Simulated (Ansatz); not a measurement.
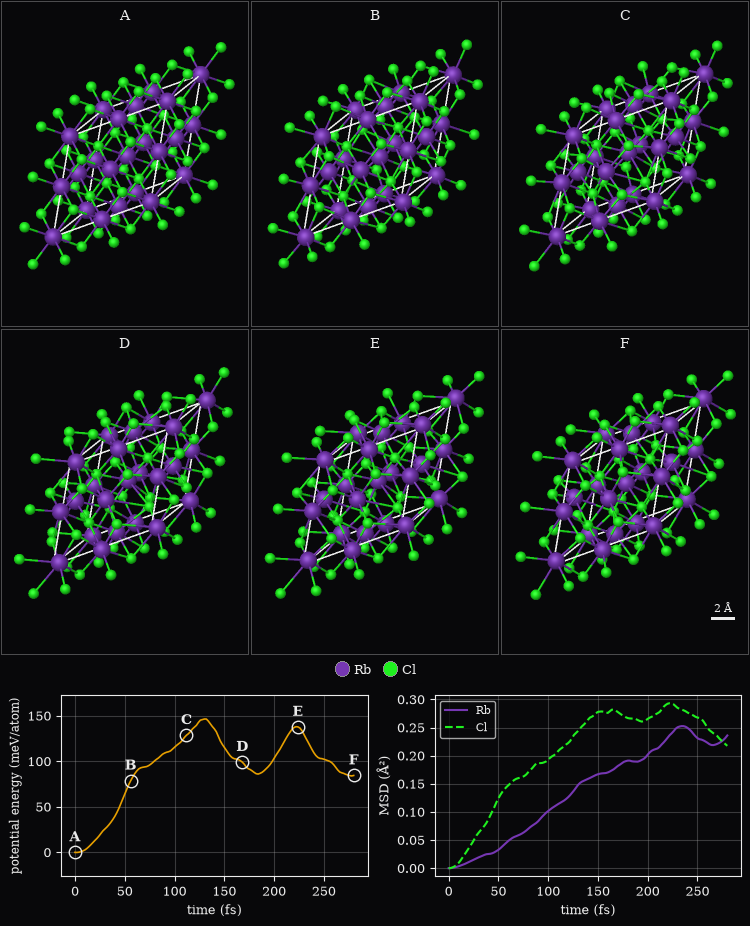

First-principles dynamics of RbCl with a Rb vacancy (15 atoms in the cell), 280 fs long. Frames (A at 0 fs, B at 56 fs, C at 112 fs, D at 168 fs, E at 224 fs, F at 280 fs) and the history of the run. The picture is a ball-and-stick view of the reduced simulation cell, seen slightly off an axis. Bonds to atoms that aren't drawn are left out. Lengths and directions refer to the drawn axes.

All numbers below come from Ansatz 0.2.0, DFT r2SCAN, scalar-relativistic, plane waves, PAW. Run with plane-wave cutoff 500 eV; k-point mesh 1 × 1 × 1; Fermi-Dirac smearing 0.05 eV; low-accuracy preset; Langevin thermostat (NVT); set temperature 1440 K; time step 2 fs; friction 0.05 per fs.

The input:
```yaml
accuracy: low
crystal:
  lattice:
    - [0.0, 6.64479, 6.64479]
    - [6.64479, 0.0, 6.64479]
    - [6.64479, 6.64479, 0.0]
  atoms:
    - { symbol: Rb, position: [0.0, 0.0, 0.0] }
    - { symbol: Cl, position: [0.25, 0.25, 0.25] }
    - { symbol: Rb, position: [0.0, 0.0, 0.5] }
    - { symbol: Cl, position: [0.25, 0.25, 0.75] }
    - { symbol: Cl, position: [0.25, 0.75, 0.25] }
    - { symbol: Rb, position: [0.0, 0.5, 0.5] }
    - { symbol: Cl, position: [0.25, 0.75, 0.75] }
    - { symbol: Rb, position: [0.5, 0.0, 0.0] }
    - { symbol: Cl, position: [0.75, 0.25, 0.25] }
    - { symbol: Rb, position: [0.5, 0.0, 0.5] }
    - { symbol: Cl, position: [0.75, 0.25, 0.75] }
    - { symbol: Rb, position: [0.5, 0.5, 0.0] }
    - { symbol: Cl, position: [0.75, 0.75, 0.25] }
    - { symbol: Rb, position: [0.5, 0.5, 0.5] }
    - { symbol: Cl, position: [0.75, 0.75, 0.75] }
basis:
  ecutwfc: 500.0
kpoints:
  mp_grid: { grid: [1, 1, 1] }
hamiltonian:
  xc: r2scan
scf:
  occupations: { method: fermi_dirac, width: 0.05 }
  lower_state_search: "off"
md:
  timestep: 2
  n_steps: 140
  ensemble: nvt_langevin
  temperature: 1440.0
  initial_velocities: maxwell_boltzmann
  seed: 396719
  friction: 0.05
```

Command:
```bash
ansatz run input.yaml --threads 2 --pin off --max-ram 5120MiB --backend cpu --events-out ev --progress --plain --runs-dir out
```

### What happens in this trajectory?

In the second half of the run the atoms are, in the root-mean-square, this far from where they began (common drift taken out): Cl 0.52 Å, Rb 0.46 Å. That is small against the typical shortest distance between atoms in the first frame, about 3.3 Å: the atoms vibrate about their sites and the arrangement holds. The mean temperature in the second half is 1436 K (standard deviation 219 K). The potential energy in the second half lies on average 106 meV per atom above the first frame.

Limits of the set-up: the cell has an odd number of electrons but was run without spin polarisation; the program's low-accuracy preset was used.

The run took 32 min on 2 threads of Intel(R) Xeon(R) Platinum 8488C (Sapphire Rapids), with other jobs on the host, peak memory 1.4 GiB.
